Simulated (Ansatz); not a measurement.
Bi

Input

```
crystal:
  lattice: { a: 3.96286106, b: 3.96286106, c: 3.96286106, alpha: 90.0, beta: 90.0, gamma: 90.0 }
  space_group: 229
  reduce_to_primitive: true
  atoms:
    - { symbol: Bi, wyckoff: "2a", position: [0.0, 0.0, 0.0] }
hamiltonian:
  xc: pbe
  pseudopotentials: { kind: paw_fr }
  dispersion: d3bj
magnetization:
  noncollinear: true
  spin_orbit: true
kpoints:
  mp_grid: { grid: [9, 9, 9] }
scf:
  occupations: { method: cold, width: 0.1 }
output:
  forces: true
  stress: true
  eigenvalues: true
  write_density: true
  write_potential: true
  elf: true
  volumetric_format: npy
```

Command:

```sh
ansatz run input.yaml --threads 1 --pin off --max-ram 2560MiB --backend cpu --events-out ev --progress --plain --runs-dir out
```

Below, planes, directions and counts refer to the conventional cell (a = 3.96 Å, b = 3.96 Å, c = 3.96 Å, α = 90.00°, β = 90.00°, γ = 90.00°).

Space group Im-3m; a structure from a database of computed crystals, not necessarily the ambient phase.

The calculation used Ansatz, Kohn-Sham DFT of a periodic cell, PBE with D3(BJ), spin-orbit coupling, Ansatz PAW.

What will maps of the valence pseudo-density and electron localisation function show?

Bi–Bi (3.43 Å): ρ at the midpoint is about 0.15 e/Å³; the ELF is about 0.30 at the midpoint: no shared electron pair shows on this line.

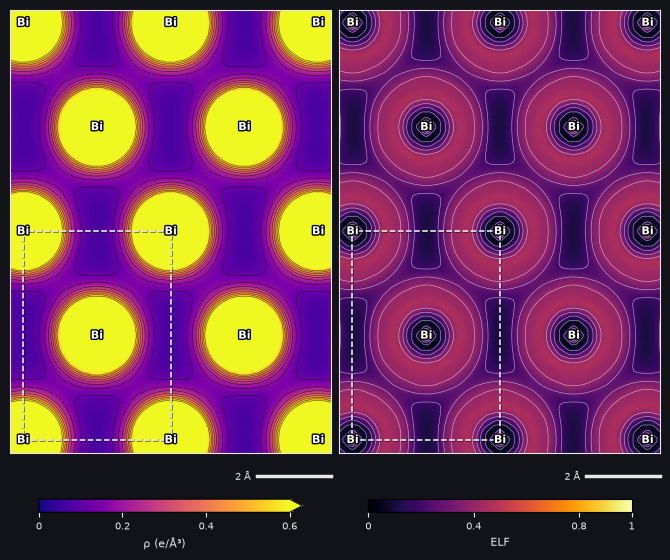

Computed valence pseudo-density and electron localisation function on the (011) plane of the conventional cell, in this order. 
